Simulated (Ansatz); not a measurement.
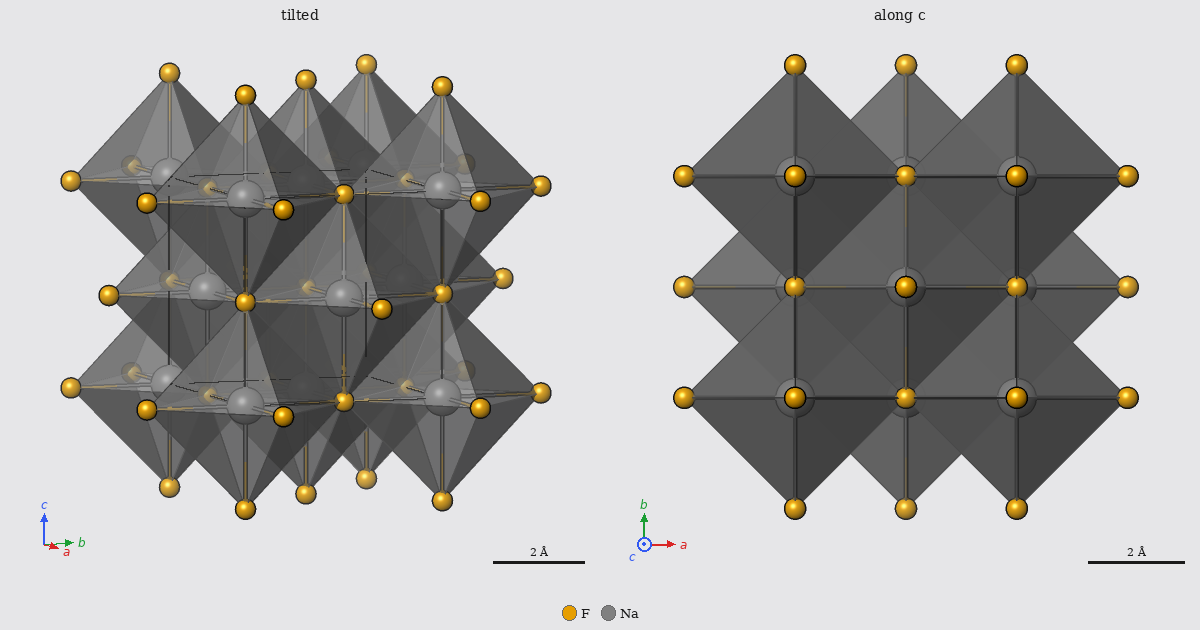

We look at a polyhedral model of the crystal slightly off an axis and along the c axis. Lines trace the edges of the drawn cell (a repeat of the simulation cell). Some neighbours outside the box are added.

NaF, a = 4.640 Å, b = 4.640 Å, c = 4.578 Å, α = 90.00°, β = 90.00°, γ = 90.00°. Strictly the space group is I4/mmm (No. 139, within 0.01 Å). It is a distorted form of a face-centred cubic structure, space group Fm-3m (No. 225) within 0.25 Å: rock salt (NaCl type). The model was built from a structure type filled with these elements by a generator (whether the compound takes this form wasn't checked). The cell was then strained or its atoms displaced on purpose. An electronic-structure calculation with Ansatz was run on it.

This one geometry was computed with Ansatz (DFT, plane waves, PAW) at three levels of theory: HSE06, PBE and r2SCAN. It was relaxed with r2SCAN and then strained.

> Which level gives the highest pressure at this volume, and what does that say about its equilibrium volume?

Highest: PBE (2.7 GPa), which points to the largest equilibrium volume. Lowest, with the smallest volume: r2SCAN (-0.8 GPa). Levels within 0.5 GPa of each other can't be told apart.

> How does the band gap change with the level of theory?

PBE: a gap of 6.37 eV, direct; r2SCAN: a gap of 7.19 eV, direct; HSE06: a gap of 8.54 eV, direct.

> Collect the results in a table.

| level | cutoff (eV) | k-mesh of the run's cell | gap (eV) | pressure (GPa) |
| --- | --- | --- | --- | --- |
| HSE06 | 420 | 6×6×6 | 8.54 | 0.6 |
| PBE | 420 | 10×10×10 | 6.37 | 2.7 |
| r2SCAN | 500 | 10×10×10 | 7.19 | -0.8 |

Gaps are taken on the k-mesh or band path of each run.
